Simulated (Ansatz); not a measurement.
# SnH5CN2Cl3 (CH(NH2)2SnCl3): converging the G0W0 gap

Aim: see how the G0W0 gap of SnH5CN2Cl3 (CH(NH2)2SnCl3) on PBE moves with empty bands and screening cutoff, and what each rung costs.

Calculated with Ansatz 0.2.0; G0W0 on PBE, plane waves, PAW; PAW set soft_1.

The structure was built from a prototype and need not be the compound's stable phase.

## 1. The starting structure

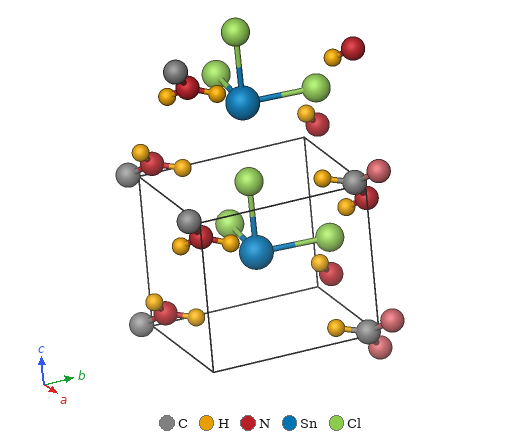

The cell as given, from a free direction (carbon grey, hydrogen orange, nitrogen red, tin blue, chlorine green). 1×1×2 cells are drawn. Some periodic images of atoms are drawn too.

The structure was relaxed with PBE-D3(BJ). The runs that relaxed it are not among those shown.

## 2. 164 empty bands, screening to 52 eV

Now the one-shot GW correction: screening in the RPA, then the self-energy of the levels asked for. This step takes PAW set soft_1 files.

File input.yaml:

```yaml
crystal:
  lattice:
    - [5.7495448321, 0.0614553157, 0.5447128158]
    - [0.0614553157, 5.9088202652, -0.0666377089]
    - [0.5447128158, -0.0666377089, 5.7481586069]
  atoms:
    - { symbol: C, position: [-0.0189059328, 0.9436820466, 0.0178882993] }
    - { symbol: H, position: [-0.0737775816, 0.7742508549, 0.0712310994] }
    - { symbol: "N", position: [0.8814618376, 0.0396557453, 0.8574399153] }
    - { symbol: "N", position: [0.1418197887, 0.0378510038, 0.1189453882] }
    - { symbol: H, position: [0.7615626863, 0.9546566502, -0.2185394962] }
    - { symbol: H, position: [0.2164826987, 0.9514571223, 0.2385203937] }
    - { symbol: H, position: [0.9296576348, 0.1951346974, 0.7904406074] }
    - { symbol: H, position: [0.2101028628, 0.1931330491, 1.0718434576] }
    - { symbol: Sn, position: [0.4856819093, 0.4914066488, 0.5142706067] }
    - { symbol: Cl, position: [0.4386582902, 0.5018149019, -0.0293362885] }
    - { symbol: Cl, position: [0.496771532, -0.070419092, 0.5038700487] }
    - { symbol: Cl, position: [0.0293323699, 0.5028959437, 0.5604372443] }
kpoints:
  mp_grid: { grid: [4, 4, 4] }
hamiltonian:
  xc: pbe
  pseudopotentials: { kind: paw, azcp: { folder: soft_1 } }
scf:
  occupations: { method: fixed }
gw:
  n_empty_bands: 164
  ecut_chi: 52
  qp_bands: [v4, c4]
  qp_kpoints: band_edges
  screening: { model: contour_deformation }
```

Run with:

```sh
$ ansatz run input.yaml --threads 2 --pin off --max-ram 92160MiB --backend cuda --events-out ev --progress --plain --runs-dir out --devices 1 --max-vram 13GiB
```

Numbers of over 12 decimals in the logs are rounded to 6 here.

What it wrote:

```text
GPUs: using 1 of 1 available (devices: 1).
Engine: ansatz 0.2.0, x86_64-unknown-linux-gnu
Pseudopotentials: kind: paw
Pseudopotential: C, paw, valence charge 4, recommended cutoff 420 eV (normal), soft_1/C.paw.azcp
Pseudopotential: H, paw, valence charge 1, recommended cutoff 420 eV (normal), soft_1/H.paw.azcp
Pseudopotential: N, paw, valence charge 5, recommended cutoff 420 eV (normal), soft_1/N.paw.azcp
Pseudopotential: Sn, paw, valence charge 14, recommended cutoff 420 eV (normal), soft_1/Sn.paw.azcp
Pseudopotential: Cl, paw, valence charge 7, recommended cutoff 420 eV (normal), soft_1/Cl.paw.azcp
Functional definition: PBE
  parameter kappa = 0.804
  parameter beta = 0.066725
  exchange = pbe_x(kappa = kappa, mu = beta*pi^2/3)
  correlation = pbe_c(beta = beta)
device memory: the entry about to start is reckoned to put 1.8 GiB on a device that reports 55.0 GiB free (of which the cap on the GPU budget leaves the run 13.0 GiB)
GPU FFT provider: cuFFT
GPU libraries: cuBLAS 13.8.2, cuFFT 12.4.0, cuSOLVER 12.3.4
Crystal: 12 atoms, lattice volume = 193.477 Å³
Basis set: ecut = 420 eV, 3783 PW (Γ)
Bands: 39, of which v1, the nominal top of the filled ones, is band 27 counted from 1 (26 counted from 0)
Symmetry: 1 space group operations
Space group: P1 (ITA 1), of the structure as read, at distance tolerance 5.8e-5 Å
k-points: 36 of 64 (time reversal used)
Non-local potential: C, projectors of the file, l = 0: 2, l = 1: 2, l = 2: 1
Non-local potential: H, projectors of the file, l = 0: 2, l = 1: 1
Non-local potential: N, projectors of the file, l = 0: 2, l = 1: 2, l = 2: 1
Non-local potential: Sn, projectors of the file, l = 0: 2, l = 1: 2, l = 2: 2, l = 3: 1
Non-local potential: Cl, projectors of the file, l = 0: 2, l = 1: 2, l = 2: 1
PAW form: soft (Blöchl's): semilocal exchange-correlation on the pseudo side does not see the compensation charge
PAW one-centre angular grid: C, 110 points (default); XC on 64 Gauss nodes
PAW one-centre angular grid: H, 110 points (default); XC on 64 Gauss nodes
PAW one-centre angular grid: N, 110 points (default); XC on 64 Gauss nodes
PAW one-centre angular grid: Sn, 590 points (default); XC on 64 Gauss nodes
PAW one-centre angular grid: Cl, 110 points (default); XC on 64 Gauss nodes
Initial density: superposition of atomic densities (chi_scale 0.1, normalization cell), built separately for each of the 2 bonded fragments (scf.initial_density.interfragment_charge_transfer: auto; true builds it for the cell as a whole; a typed value also counts as a typed key of the start: scf.initial_density.chi_scale says what that changes, if anything)
Initial wavefunctions: pseudopotential atomic-orbital guess
GPU buffer pool allocated for 64000 grid points (all kernels)
GPU transforms: local potential and band sums: pruned to the plane-wave sphere, on 40×40×40
Functional: x = pbe(κ = 0.804, μ = 0.219515), c = pbe(β = 0.066725)
SCF iter   1: F=—  HF=-10370.796062 eV  |F-HF|=—  |Δ(HF+E_count)|=         —  Δρ=7.29e-2  dr2=9.20e0  ethr=3.10e-3  ⟨swp⟩=5.0  Hψ=5264  notcnv=0  defer=343
preconditioner: auto → Resta (q_TF=auto, 2.206 Å⁻¹)  ε∞=2.8  [insulator: Δε(μ)=2.390 eV  Ē_g=12.585 eV  n_scr=28 (ndim 8)  ℏωp=16.9 eV  f_vac=0.032  ε∞_Penn≈2.8]
SCF iter   2: F=—  HF=-10368.196146 eV  |F-HF|=—  |Δ(HF+E_count)|=    2.60e0  Δρ=3.22e-2  dr2=1.41e0  ethr=3.10e-3  ⟨swp⟩=3.0  Hψ=2923  notcnv=0  defer=338
SCF iter   3: F=—  HF=-10367.872113 eV  |F-HF|=—  |Δ(HF+E_count)|=   3.24e-1  Δρ=1.17e-2  dr2=2.30e-1  ethr=2.61e-3  ⟨swp⟩=2.5  Hψ=2334  notcnv=0  defer=349
SCF iter   4: F=—  HF=-10367.842159 eV  |F-HF|=—  |Δ(HF+E_count)|=   3.00e-2  Δρ=2.78e-3  dr2=1.62e-2  ethr=4.25e-4  ⟨swp⟩=2.0  Hψ=2008  notcnv=0  defer=360
SCF iter   5: F=—  HF=-10367.847825 eV  |F-HF|=—  |Δ(HF+E_count)|=   5.67e-3  Δρ=8.72e-4  dr2=1.82e-3  ethr=2.99e-5  ⟨swp⟩=2.0  Hψ=1984  notcnv=0  defer=360
SCF iter   6: F=—  HF=-10367.849856 eV  |F-HF|=—  |Δ(HF+E_count)|=   2.03e-3  Δρ=2.18e-4  dr2=1.24e-4  ethr=3.37e-6  ⟨swp⟩=2.0  Hψ=2143  notcnv=0  defer=360
SCF iter   7: F=—  HF=-10367.849903 eV  |F-HF|=—  |Δ(HF+E_count)|=   4.72e-5  Δρ=5.81e-5  dr2=6.48e-6  ethr=2.29e-7  ⟨swp⟩=2.6  Hψ=2175  notcnv=0  defer=358
SCF iter   8: F=—  HF=-10367.849917 eV  |F-HF|=—  |Δ(HF+E_count)|=   1.37e-5  Δρ=1.22e-5  dr2=3.81e-7  ethr=1.20e-8  ⟨swp⟩=2.0  Hψ=1829  notcnv=0  defer=352
SCF iter   9: F=—  HF=-10367.849918 eV  |F-HF|=—  |Δ(HF+E_count)|=   6.53e-7  Δρ=9.43e-6  dr2=1.70e-7  ethr=1.85e-10  ⟨swp⟩=15.3  Hψ=9639  notcnv=0
SCF iter  10: F=-10367.849918 eV  HF=-10367.849918 eV  |F-HF|=1.02e-8  |Δ(HF+E_count)|=   6.17e-9  Δρ=3.91e-6  dr2=2.94e-8  ethr=1.85e-10  ⟨swp⟩=3.4  Hψ=2957  notcnv=0
SCF 1 converged in 10 iterations: F = -10367.849918 eV  dr2 = 2.94e-8
  greatest PAW one-centre occupation: 0.993 electrons in one spin orbital (limit 2), on the Sn atom at site 8 (counted from 0), in its partial waves of l = 2
device memory: the entry about to start is reckoned to put 2.2 GiB (of the 2.4 GiB reckoned in all, the device holds 0.1 GiB already) on a device that reports 54.9 GiB free (of which the cap on the GPU budget leaves the run 12.9 GiB)
NSCF: frozen V_eff on 36 k-points
[...]
k-point 35: bands = [... 23 lower, 0.3018, 0.4067, 0.4948, 2.2381, 4.6061, 4.8349, 5.1764, 5.5979, ... 8 higher]
--- G₀W₀: contour deformation, 6 samples at zero and on the imaginary axis and 2 off it, 64 q-points, 164 empty bands' worth ---
  eigenvalues of the whole cell's RPA ε∞ on this k-mesh (on a slab, of 1 + 4πα/V) = 3.0672, 3.5713, 3.8558; static W/v taken at q = 0 is 0.286715
  gw.qp_kpoints: band_edges: 36 of 36 stored k-points solved, in 2 passes; an edge of the gap read off the rows below is read off those points alone
  `?` marks the rows in doubt; gw_qp.tsv's column doubts and the gw_qp event give each row's grounds
    ik  band        ε_KS         Σx   Σc(E_QP)       V_xc       Z   E_QP_lin       E_QP  E_QP is
     0    24      0.0997   -20.5840     3.4198   -16.1971  0.7491    -0.8916    -0.8673  root
     0    25      0.1720   -20.5648     3.4760   -16.0798  0.7488    -0.8635    -0.8370  root
     0    26      0.2095   -20.5905     3.4679   -16.1319  0.7500    -0.8065    -0.7812  root
     0    27      0.6221   -20.1537     3.0451   -16.2344  0.7532    -0.2709    -0.2520  root
     0    28      5.6210    -8.8692    -3.5497   -14.5035  0.7975     7.8121     7.7057  root ?
     0    29      6.7098    -5.0794    -3.3709    -9.2556  0.8213     7.5263     7.5151  root
     0    30      7.4040    -7.7810    -3.7391   -12.4925  0.7673     8.4096     8.3764  root
     0    31      7.7683    -9.1116    -3.9682   -14.1909  0.7492     8.9345     8.8794  root
     1    24      0.0698   -20.5382     3.4332   -16.1230  0.7500    -0.9370    -0.9122  root
     1    25      0.1876   -20.5796     3.4337   -16.1670  0.7503    -0.8159    -0.7914  root
     1    26      0.2942   -20.7705     3.3894   -16.4252  0.7576    -0.6830    -0.6617  root
     1    27      0.7522   -19.6497     2.7110   -16.1384  0.7581    -0.0628    -0.0479  root
     1    28      5.6132    -8.9533    -3.5446   -14.5892  0.7971     7.8123     7.7045  root ?
     1    29      6.3285    -8.1674    -3.3777   -12.4998  0.7868     7.3052     7.2830  root
     1    30      7.1633    -6.1885    -3.5315   -10.6393  0.7999     8.1018     8.0826  root
     1    31      7.4681    -8.0595    -3.7904   -12.8680  0.7666     8.5243     8.4863  root
     2    24      0.0936   -20.5827     3.4335   -16.1683  0.7503    -0.9117    -0.8873  root
     2    25      0.2116   -20.5205     3.4366   -16.1047  0.7493    -0.7925    -0.7676  root
     2    26      0.3781   -20.9269     3.3425   -16.6672  0.7621    -0.5574    -0.5391  root
     2    27      1.0846   -18.9900     2.1133   -16.2290  0.7680     0.4287     0.4370  root
     2    28      5.3501    -8.4276    -3.1791   -12.5487  0.7951     6.3085     6.2921  root
     2    29      5.6007    -8.9979    -3.5321   -14.6168  0.7970     7.7945     7.6876  root ?
     2    30      7.1382    -7.5751    -3.6455   -12.1909  0.7740     8.1364     8.1084  root
     2    31      7.5067    -8.5426    -3.8013   -13.4142  0.7638     8.6203     8.5770  root
     3    24      0.0507   -20.3709     3.3963   -15.9914  0.7482    -0.9581    -0.9324  root
     3    25      0.2125   -20.6177     3.4196   -16.2216  0.7504    -0.7882    -0.7640  root
     3    26      0.4664   -21.0469     3.3644   -16.7746  0.7610    -0.4595    -0.4414  root
[...]
3    28      5.6828    -9.0705    -3.5789   -14.7682  0.7959     7.9163     7.8015  root ?
[...]
4    28      5.6705    -9.1489    -3.5720   -14.8511  0.7956     7.9176     7.8007  root ?
[...]
5    29      5.6164    -9.0566    -3.5372   -14.6871  0.7965     7.8182     7.7097  root ?
[...]
6    28      5.6213    -8.9515    -3.5350   -14.5511  0.7968     7.7899     7.6861  root ?
[...]
7    29      5.7512    -9.2770    -3.6245   -15.0693  0.7941     8.0473     7.9191  root ?
[...]
8    29      5.6888    -9.1739    -3.5803   -14.8854  0.7952     7.9380     7.8200  root ?
[...]
9    30      5.6363    -9.1315    -3.5524   -14.8068  0.7961     7.8738     7.7593  root ?
[...]
10    28      5.6149    -8.9558    -3.5454   -14.5932  0.7971     7.8148     7.7069  root ?
[...]
11    28      5.5793    -8.8627    -3.5461   -14.4898  0.7977     7.7658     7.6604  root ?
[...]
12    29      5.5794    -8.9451    -3.5424   -14.5746  0.7973     7.7732     7.6665  root ?
[...]
13    28      5.6162    -9.0648    -3.5451   -14.7156  0.7966     7.8328     7.7220  root ?
[...]
14    28      5.6245    -8.9589    -3.5364   -14.5618  0.7967     7.7952     7.6910  root ?
[...]
18    29      5.6916    -9.1805    -3.5818   -14.8952  0.7951     7.9429     7.8245  root ?
[...]
22    28      5.6718    -9.1503    -3.5728   -14.8539  0.7956     7.9197     7.8026  root ?
[...]
26    29      5.6047    -9.0054    -3.5340   -14.6279  0.7969     7.8004     7.6931  root ?
[...]
27    29      5.5813    -8.9481    -3.5434   -14.5795  0.7972     7.7761     7.6692  root ?
[...]
28    30      5.5614    -8.8953    -3.5568   -14.5437  0.7975     7.7601     7.6529  root ?
[...]
29    29      5.6206    -9.0657    -3.5396   -14.7018  0.7965     7.8262     7.7170  root ?
[...]
33    30      5.6411    -9.1428    -3.5547   -14.8235  0.7960     7.8822     7.7670  root ?
[...]
35    24      0.3018   -20.7381     3.4004   -16.3752  0.7528    -0.6833    -0.6607  root
    35    25      0.4067   -20.8168     3.4381   -16.3962  0.7515    -0.5996    -0.5758  root
    35    26      0.4948   -20.7548     3.3718   -16.4358  0.7521    -0.4743    -0.4524  root
    35    27      2.2381   -17.4425     1.2623   -15.6927  0.7847     1.7473     1.7506  root
    35    28      4.6061    -7.3295    -3.0686   -11.2116  0.8039     5.4301     5.4196  root
    35    29      4.8349    -7.9998    -3.0814   -11.9275  0.8009     5.6927     5.6811  root
    35    30      5.1764    -8.6394    -3.1555   -12.8104  0.8027     6.2096     6.1919  root
    35    31      5.5979    -8.9208    -3.5312   -14.4850  0.7967     7.7297     7.6309  root
[key lines of the parts left out:]
SCF converged after 10 iterations
Free energy (F): -10367.849918 eV
Fermi energy:    2.238069 eV
```

Wall time 67 s (1 × NVIDIA H100 80GB HBM3 (shared by 6 runs) with 2 threads of AMD EPYC 7R13 (Zen 3), shared host); peak memory 1.7 GiB.

This step gave:

* bands summed: 191
* RPA ε∞ on this mesh (eigenvalues): 3.067, 3.571, 3.856
* plane waves in the screening matrix: 167
* q-points in the mesh: 64
* G0W0 gap on the mesh: 3.669 eV
* k of the valence top: -0.5, -0.5, -0.5
* k of the conduction bottom: -0.5, -0.5, -0.5
* starting gap on the mesh: 2.368 eV
* Z at the valence top: 0.7847
* Z at the conduction bottom: 0.8039
* least direct G0W0 gap on the computed points: 3.669 eV

The gap on the mesh goes from 2.37 eV to 3.67 eV, a correction of +1.30 eV. Between the two edge states, bare exchange in place of the xc potential would open the gap by 5.63 eV, and correlation takes back 4.33 eV.

## 3. 651 empty bands, screening to 130 eV

Another rung: the empty bands reach about as high as the screening cutoff, so the two stay in balance.

Edit input.yaml of step 2 so:

```diff
@@ -26,4 +26,4 @@
 gw:
-  n_empty_bands: 164
-  ecut_chi: 52
+  n_empty_bands: 651
+  ecut_chi: 130.0
   qp_bands: [v4, c4]
```

What it wrote:

```text
GPUs: using 1 of 1 available (devices: 1).
[...]
GPU FFT provider: cuFFT
GPU libraries: cuBLAS 13.8.2, cuFFT 12.4.0, cuSOLVER 12.3.4
Crystal: 12 atoms, lattice volume = 193.477 Å³
Basis set: ecut = 420 eV, 3783 PW (Γ)
Bands: 39, of which v1, the nominal top of the filled ones, is band 27 counted from 1 (26 counted from 0)
[... 1 set-up line as in the run before ...]
[...]
k-points: 36 of 64 (time reversal used)
[...]
GPU buffer pool allocated for 64000 grid points (all kernels)
[...]
SCF iter   1: F=—  HF=-10370.796062 eV  |F-HF|=—  |Δ(HF+E_count)|=         —  Δρ=7.29e-2  dr2=9.20e0  ethr=3.10e-3  ⟨swp⟩=5.0  Hψ=5264  notcnv=0  defer=343
[...]
SCF iter  10: F=-10367.849918 eV  HF=-10367.849918 eV  |F-HF|=1.02e-8  |Δ(HF+E_count)|=   6.17e-9  Δρ=3.91e-6  dr2=2.94e-8  ethr=1.85e-10  ⟨swp⟩=3.4  Hψ=2957  notcnv=0
SCF 1 converged in 10 iterations: F = -10367.849918 eV  dr2 = 2.94e-8
[...]
NSCF: frozen V_eff on 36 k-points
[...]
G₀W₀ screening: q 1/36
[... further progress lines ...]
SCF converged after 10 iterations
Free energy (F): -10367.849918 eV
[...]
Internal energy: -10367.849918 eV  (E = F + TS)
E sigma→0 (E₀):  -10367.849918 eV
Fermi energy:    2.238069 eV
[...]
--- Band table (eV; the first three rows and the last of 36) ---
  k-point 0: bands = [... 23 lower, 0.0997, 0.1720, 0.2095, 0.6221, 5.6210, 6.7098, 7.4040, 7.7683, ... 8 higher]
  k-point 1: bands = [... 23 lower, 0.0698, 0.1876, 0.2942, 0.7522, 5.6132, 6.3285, 7.1633, 7.4681, ... 8 higher]
  k-point 2: bands = [... 23 lower, 0.0936, 0.2116, 0.3781, 1.0846, 5.3501, 5.6007, 7.1382, 7.5067, ... 8 higher]
  k-point 35: bands = [... 23 lower, 0.3018, 0.4067, 0.4948, 2.2381, 4.6061, 4.8349, 5.1764, 5.5979, ... 8 higher]
[...]
0    24      0.0997   -20.5840     3.0528   -16.1971  0.7415    -1.2846    -1.2344  root
     0    25      0.1720   -20.5648     3.1132   -16.0798  0.7414    -1.2530    -1.1999  root
     0    26      0.2095   -20.5905     3.0972   -16.1319  0.7424    -1.2040    -1.1520  root
     0    27      0.6221   -20.1537     2.6628   -16.2344  0.7454    -0.6775    -0.6343  root
     0    28      5.6210    -8.8692    -4.0434   -14.5035  0.7871     7.2610     7.2119  root
     0    29      6.7098    -5.0794    -3.5696    -9.2556  0.8182     7.3225     7.3164  root
     0    30      7.4040    -7.7810    -4.0655   -12.4925  0.7637     8.0626     8.0498  root
     0    31      7.7683    -9.1116    -4.3610   -14.1909  0.7453     8.5075     8.4865  root
[...]
35    28      4.6061    -7.3295    -3.3665   -11.2116  0.8013     5.1257     5.1218  root
    35    29      4.8349    -7.9998    -3.4095   -11.9275  0.7981     5.3570     5.3530  root
    35    30      5.1764    -8.6394    -3.5322   -12.8104  0.7985     5.8216     5.8152  root
    35    31      5.5979    -8.9208    -4.0284   -14.4850  0.7869     7.1792     7.1337  root
```

The job ended after 4.8 min (1 × NVIDIA H100 80GB HBM3 (shared by 6 runs) with 2 threads; peak memory 5.1 GiB; 8.7 min of CPU time).

This step gave:

```yaml
bands_summed: 678
rpa_eps_infinity_on_this_mesh_eigenvalues: 3.056, 3.542, 3.822
plane_waves_in_the_screening_matrix: 653
q_points_in_the_mesh: 64
g0w0_gap_on_the_mesh: 3.845 eV
k_of_the_valence_top: -0.5, -0.5, -0.5
k_of_the_conduction_bottom: -0.5, -0.5, -0.5
starting_gap_on_the_mesh: 2.368 eV
z_at_the_valence_top: 0.7783
z_at_the_conduction_bottom: 0.8013
least_direct_g0w0_gap_on_the_computed_points: 3.845 eV
```

Against the run with 4×4×4 mesh, 164 empty bands, screening to 52 eV, PAW set soft_1 files, the gap moves by +0.18 eV.

## 4. Convergence and cost

Times are wall times on 1 × NVIDIA H100 80GB HBM3 (shared by 6 runs) with 2 threads of AMD EPYC 7R13 (Zen 3), shared host, good to a factor of about two.

```csv
mesh,files,frequency,bands summed,cutoff (eV),start (eV),G0W0 (eV),time,host memory (GiB)
4×4×4,PAW set soft_1,contour deformation,191,52,2.368,3.669,67 s,1.7
4×4×4,PAW set soft_1,contour deformation,678,130,2.368,3.845,4.8 min,5.1
```

The parts of the quasiparticle energy at the two band edges (eV; QP = start + Σx + Σc − Vxc):

```
      run               edge  start      Σx     Σc     Vxc     Z    QP
191 bands        valence top   2.24  -17.44   1.26  -15.69  0.78  1.75
191 bands  conduction bottom   4.61   -7.33  -3.07  -11.21  0.80  5.42
678 bands        valence top   2.24  -17.44   0.79  -15.69  0.78  1.28
678 bands  conduction bottom   4.61   -7.33  -3.37  -11.21  0.80  5.12
```

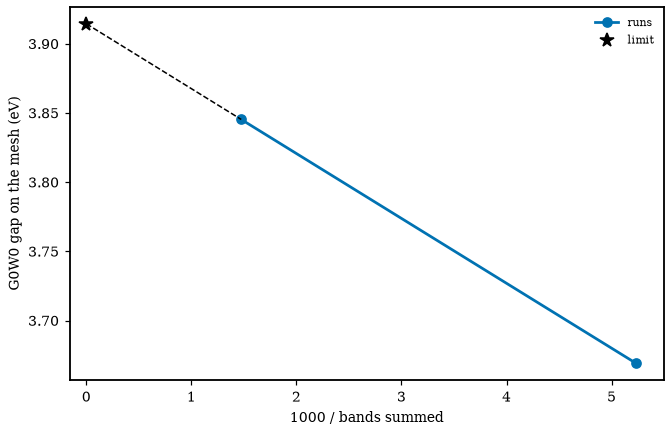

The gap against one over the number of bands; the dashed line carries the two highest rungs to the limit.

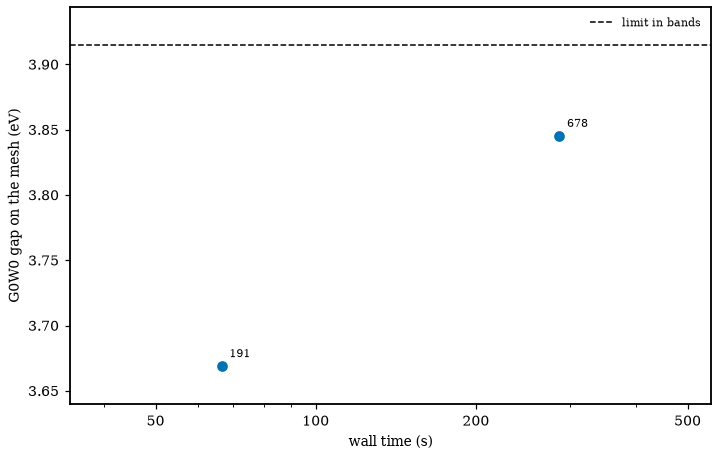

Result against wall time.

## 5. Outcome

```
191 bands, 52 eV                    : 3.669 eV
678 bands, 130 eV                   : 3.845 eV
estimated limit in bands and cutoff : 3.91 eV
mesh and start                      : 4×4×4, PBE
```

In words: A line in one over the bands through the two rungs gives 3.91 eV, +0.07 eV from the top rung; with two points alone it is an unchecked estimate. The rungs stand 0.25 eV (191 bands) and 0.07 eV (678 bands) from it. From 191 to 678 bands the gap moves by +0.18 eV while the time grows 4.3-fold. Σc changes by −0.47 eV at the valence top and −0.30 eV at the conduction bottom, so the levels themselves move more than the gap between them. The many-body steps are scalar-relativistic: spin-orbit coupling is not in them.

[Paths, hosts, dates, memory and timing lines, banners, echoed tables and standing remarks are left out of the program output.]

[Logs are printed without paths, hosts, clocks, repeated set-up lines and the standing remarks that a program may print on its own settings, such as how far it seeks lower states.]

[Runs of the session that timed out or met a known fault of the program may be left out.]

[Cells called generated may have been cut or substituted from an entry of the Crystallography Open Database or the Materials Project.]

[Hosts, paths, dates, database ids (printed as entryN), source tags and the programs' standing remarks are cut or masked in the printed files.]
